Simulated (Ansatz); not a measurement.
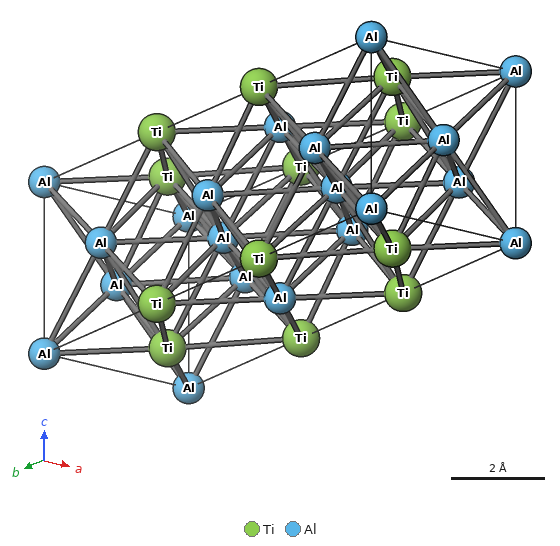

Phonons of crystalline TiAl2, space group Cmmm (No. 65), at the zone centre. Style: ball-and-stick. Shown: the conventional cell (2 times the calculation's cell), from a free direction. Lengths and directions refer to the drawn axes.

All numbers below come from DFT LDA, scalar-relativistic, plane waves, PAW (Ansatz 0.2.0).

Input file:
```yaml
crystal:
  lattice:
    - [1.9351437893, -5.9782516277, 0.0]
    - [1.9351437893, 5.9782516277, 0.0]
    - [0.0, 0.0, 3.9266063367]
  atoms:
    - { symbol: Ti, position: [0.6561106339, 0.3438893661, 0.0] }
    - { symbol: Ti, position: [0.3438893661, 0.6561106339, 0.0] }
    - { symbol: Al, position: [0.0, 0.0, 0.0] }
    - { symbol: Al, position: [0.8269956921, 0.1730043079, 0.5] }
    - { symbol: Al, position: [0.1730043079, 0.8269956921, 0.5] }
    - { symbol: Al, position: [0.5, 0.5, 0.5] }
basis:
  ecutwfc: 420
kpoints:
  mp_grid: { grid: [10, 10, 10] }
hamiltonian:
  xc: lda
scf:
  occupations: { method: fermi_dirac, width: 0.15 }
output:
  eigenvalues: true
phonons:
  method: dfpt
  eigenvectors: true
```

Run as
```bash
ansatz run input.yaml --threads 2 --pin off --max-ram 6144MiB --backend cpu --events-out ev --progress --plain --runs-dir out
```

The frequencies depend somewhat on the k-mesh and the smearing.

Q: List the optical modes.

A: The calculation's cell holds 6 atoms, so there are 15 optical modes, in 14 levels. No level is unstable.

| level | symmetry | frequency (cm⁻¹) | activity |
| --- | --- | --- | --- |
| 1 | B₁g | 223 | Raman-active |
| 2 | B₃g | 236 | Raman-active |
| 3 | B₁u | 240 | infrared-active |
| 4 | B₃u | 246 | infrared-active |
| 5 | A_g | 247 | Raman-active |
| 6 | B₂u | 262 | infrared-active |
| 7 | B₃u | 287 | infrared-active |
| 8 | B₂u | 294 | infrared-active |
| 9 | B₁u | 312 | infrared-active |
| 10 | A_g | 314 | Raman-active |
| 11 | B₃g | 320 | Raman-active |
| 12 | B₂u | 336 | infrared-active |
| 13 | B₁g | 345 | Raman-active |
| 14 | doubly degenerate | 362 | not assigned |

The crystal is a metal, so free carriers screen the infrared response.

The modes drawn as arrows, 6 of the levels:

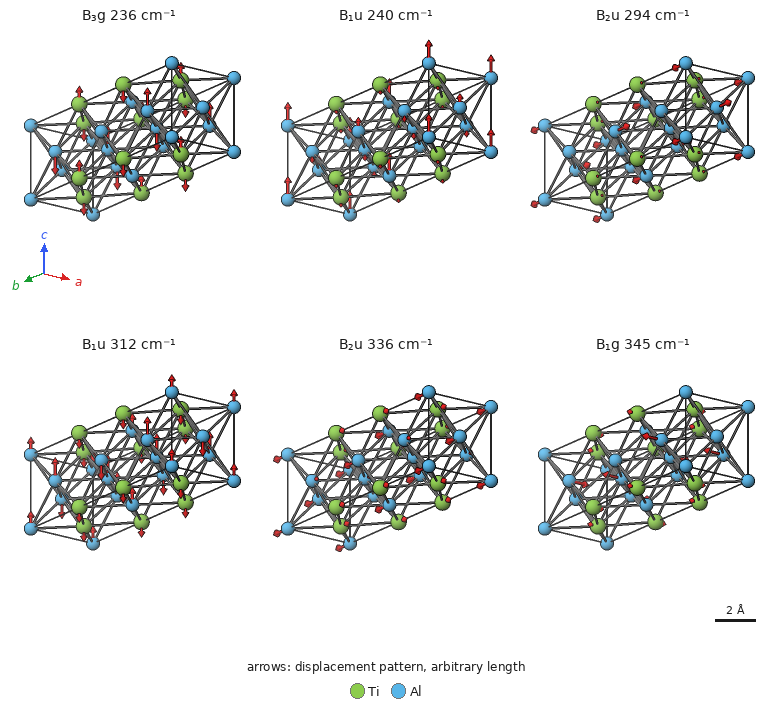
